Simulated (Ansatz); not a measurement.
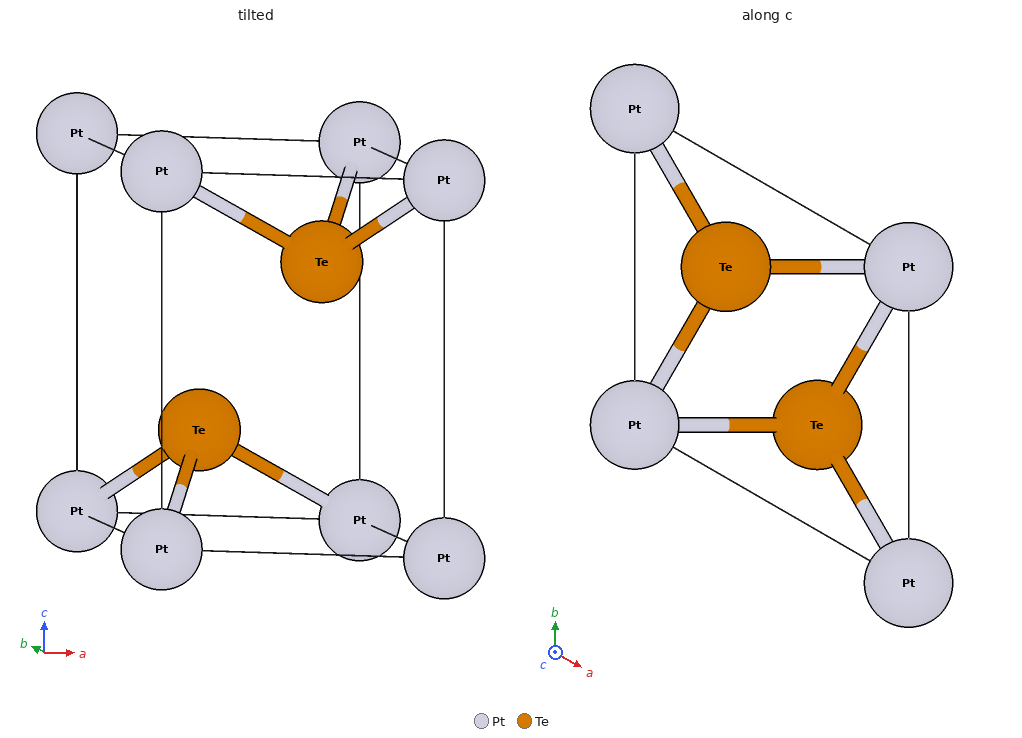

The figure gives a ball-and-stick picture of the atoms, viewed slightly off an axis and along the c axis. Atoms at the boundary of the conventional unit cell (the box) are drawn once for each face, edge or corner they touch.

Te2Pt, cadmium iodide (CdI₂, 1T) type, space group P-3m1 (No. 164), a = 4.038 Å, b = 4.038 Å, c = 5.311 Å, α = 90.00°, β = 90.00°, γ = 120.00°. The structure comes from a structure type filled with these elements by a generator (whether the compound takes this form wasn't checked). Earlier steps of the study, as a rule a relaxation of our own, may have changed the cell and positions, so they can lie some per cent off the listed ones. It was run through Ansatz as a DFT input.

This one geometry was computed with Ansatz (DFT, plane waves, PAW) at three levels of theory: r2SCAN, PBE and PBE with spin-orbit coupling.

Which level gives the highest pressure at this volume, and what does that say about its equilibrium volume?

Highest: PBE (3.0 GPa) and PBE with spin-orbit coupling (3.1 GPa), which points to the largest equilibrium volume. Lowest, with the smallest volume: r2SCAN (1.4 GPa). Levels within 0.5 GPa of each other can't be told apart.

How does the band gap change with the level of theory?

All levels give a metal.

Collect the results in a table.

| level | cutoff (eV) | k-mesh of the run's cell | gap (eV) | pressure (GPa) |
| --- | --- | --- | --- | --- |
| r2SCAN | 500 | 12×12×6 | metal | 1.4 |
| PBE | 420 | 12×12×6 | metal | 3.0 |
| PBE with spin-orbit coupling | 420 | 12×12×6 | metal | 3.1 |

Gaps are taken on the k-mesh or band path of each run.
